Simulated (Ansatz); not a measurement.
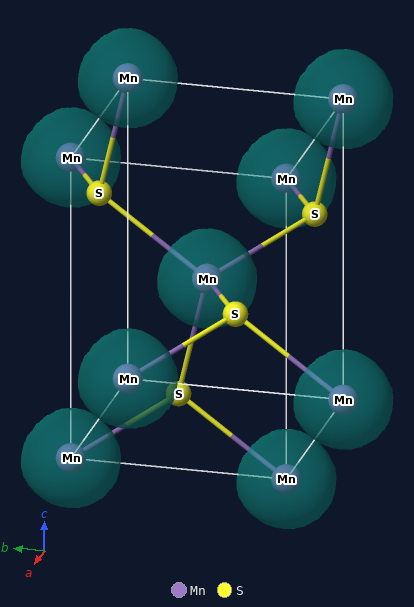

Figure 1: MnS. Isosurfaces of the spin density at +0.3 (teal) and −0.3 e/Å³ (pink), seen at an oblique angle. Sticks mark near contacts.

Space group I-4m2; changed on purpose from its base cell (strain -0.025 along x and y, +0.000 along z, atoms carried along); spin-polarised.

The calculation used DFT PBEsol, scalar-relativistic, plane waves, PAW in Ansatz.

The density is the valence pseudo-density of a PAW calculation; it isn't the true density close to the nuclei.

```cif
data_structure
_symmetry_space_group_name_H-M 'P 1'
_symmetry_Int_Tables_number 1
_cell_length_a 3.8608
_cell_length_b 3.8608
_cell_length_c 5.6000
_cell_angle_alpha 90.000
_cell_angle_beta 90.000
_cell_angle_gamma 90.000
_cell_volume 83.47
loop_
_atom_site_label
_atom_site_type_symbol
_atom_site_fract_x
_atom_site_fract_y
_atom_site_fract_z
_atom_site_occupancy
Mn1 Mn 0.00000 0.00000 0.00000 1
Mn2 Mn 0.50000 0.50000 0.50000 1
S1 S 0.00000 0.50000 0.25000 1
S2 S 0.50000 0.00000 0.75000 1
```

Describe the spin distribution.

Answer. The spin density sits on Mn: +4.0 μB (×2) in one cell of 4 atoms, with smaller moments on other sites: S (up to +0.10 μB): parallel moments, as they must be, since the calculation's own cell holds one magnetic site. The cell of the calculation (2 atoms) carries 4.7 μB of net spin moment. Only one sign reaches the isovalue.
